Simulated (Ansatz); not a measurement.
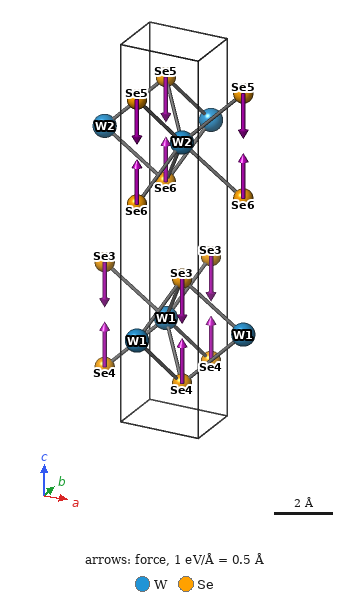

Starting geometry of crystalline WSe₂ (built on the 2H (MoS2) bulk type) with the computed forces as purple arrows. Style: ball-and-stick. Shown: the cell of the calculation, slightly off an axis.

Level of theory: DFT, PBE-D3(BJ), plane waves, PAW (Ansatz 0.2.0). (plane-wave cutoff 420 eV; k-point mesh 12 × 12 × 2; occupations fermi dirac; smearing width 0.02 eV; no spin polarisation; cell and atoms relaxed; force threshold 0.005 eV/Å)

**Is this structure relaxed? If not, where do the atoms go?**

It isn't relaxed: the largest force vector, on Se atoms, is 3.23 eV/Å. The atoms end up moving mostly along the starting forces (cosine between the two patterns 1.00). Over 6 accepted moves (7 points after the start) the energy falls by 943 meV per atom. Largest force component: 3.2 eV/Å at the start, 0.0015 eV/Å at the end. Pressure: −23.85 GPa at the start and 0.01 GPa at the end. The SCF was repeated once at an unchanged geometry on a basis and grid sized afresh for the cell, which shifted the energy by 0.7 meV per atom at most. The largest moves relative to the cell, 0.094 Å, are those of Se3, Se4, Se5 and Se6. Se4 goes along +c. W stays in place. The drawn cell changes as follows: a = b 3.809 → 3.279 Å (−13.9 %), c 13.378 → 12.791 Å (−4.4 %); the volume changes by −29.1 %. Among the contacts that change: Se3–Se3 3.809 → 3.279 Å, W1–Se3 2.880 → 2.534 Å. Bond angles that change, for instance: Se3–W1–Se4 80.4° → 83.3°, W1–Se3–W1 82.8° → 80.6°, Se3–W1–Se3 82.8° → 80.6°. The space group stays P6_3/mmc (No. 194).
